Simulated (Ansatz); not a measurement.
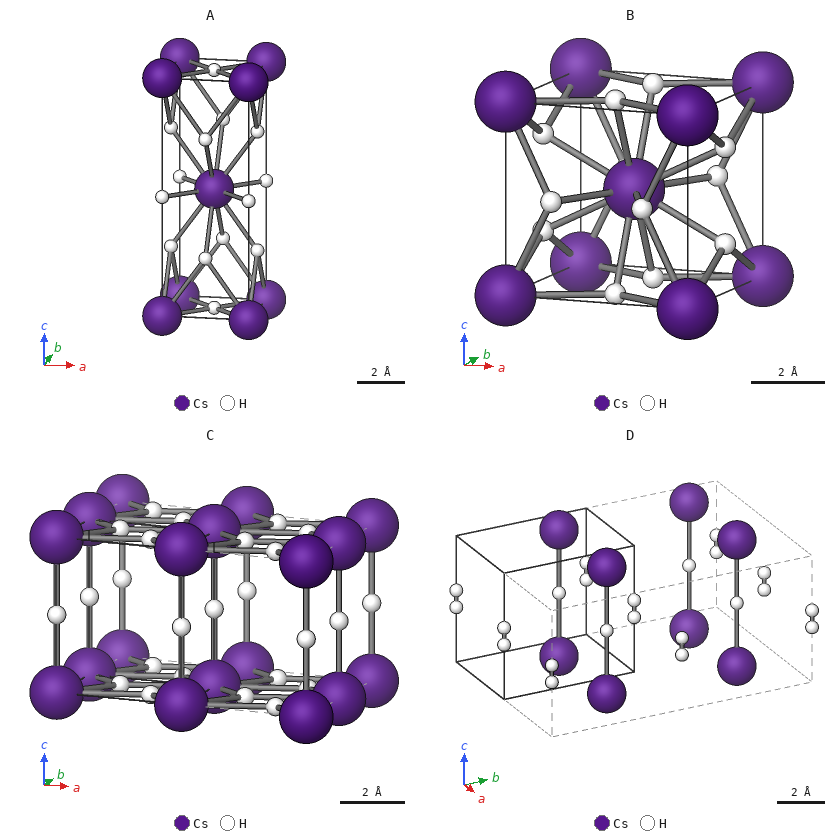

Four structures of CsH₃, each relaxed to rest (conventional cells in solid outline, small ones repeated, each panel with its own scale). Method: DFT PBE, scalar-relativistic, plane waves, PAW (Ansatz 0.2.0), without spin polarisation.

### What are the structures shown?

A: 8 atoms a cell on a body-centred tetragonal lattice, I4/mmm; B: Cr₃Si (A15) type, Pm-3n; C: 4 atoms a cell on a primitive hexagonal lattice, P6/mmm; D: 4 atoms a cell on a primitive hexagonal lattice, P-6m2.

### Rank them by energy, lowest first.

D, then B (+1006 meV/atom), A (+1033 meV/atom) and C (+1133 meV/atom), energies at zero smearing.

### Collect the results in a table.

| panel | structure | E − E(lowest) (meV/atom) | volume (Å³/atom) | gap (eV) |
| --- | --- | --- | --- | --- |
| D | P-6m2 | 0 | 77.4 | 1.51 |
| B | Pm-3n | 1006 | 20.0 | metal |
| A | I4/mmm | 1033 | 18.7 | metal |
| C | P6/mmm | 1133 | 28.6 | metal |

Some of these may be structure types tried for this composition rather than known phases, and the most stable form need not be among them. Gaps are taken on the k-mesh or band path of each run.
